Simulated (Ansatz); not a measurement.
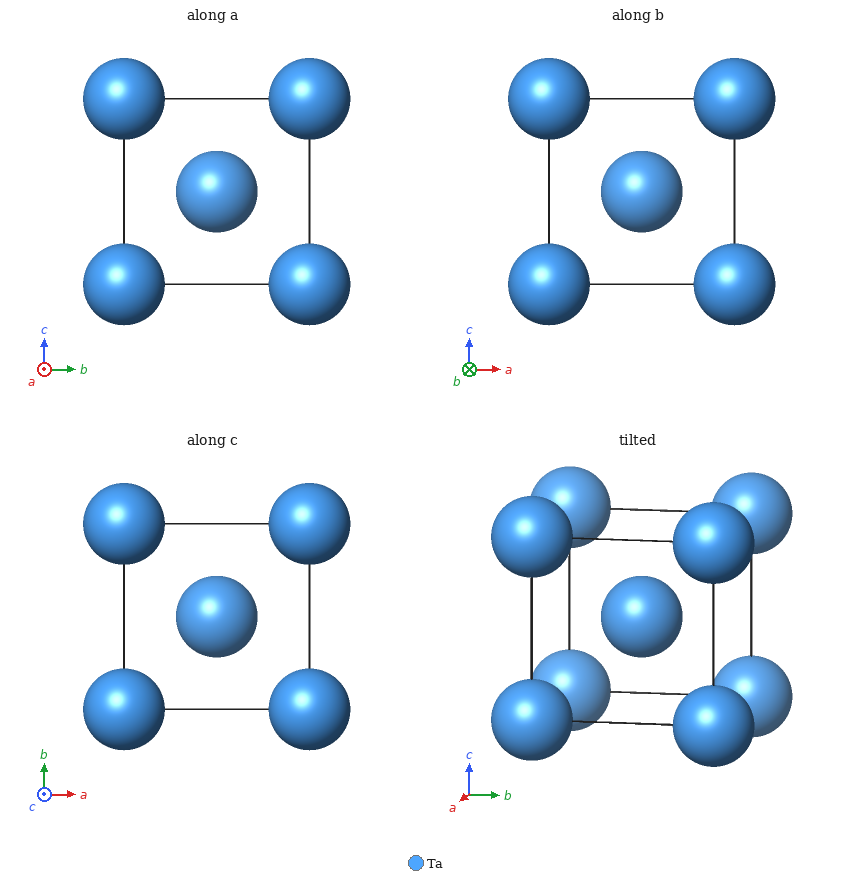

The image is a spheres-only drawing of a crystal, viewed along the a axis, along the b axis, along the c axis and slightly off an axis. The wireframe shows the conventional unit cell.

Lattice parameters: a = 3.319 Å, b = 3.319 Å, c = 3.319 Å, α = 90.00°, β = 90.00°, γ = 90.00°.

Convert the drawing into a table of Wyckoff sites.

Space group Im-3m (No. 229).
```csv
atom,site,x,y,z
Ta,2a,0.0000,0.0000,0.0000
```

The cell started as a structure type filled with this element by a generator (whether the element takes this form wasn't checked). The final geometry of a relaxation with DFT PBE, scalar-relativistic, plane waves, PAW in Ansatz 0.2.0 is shown.
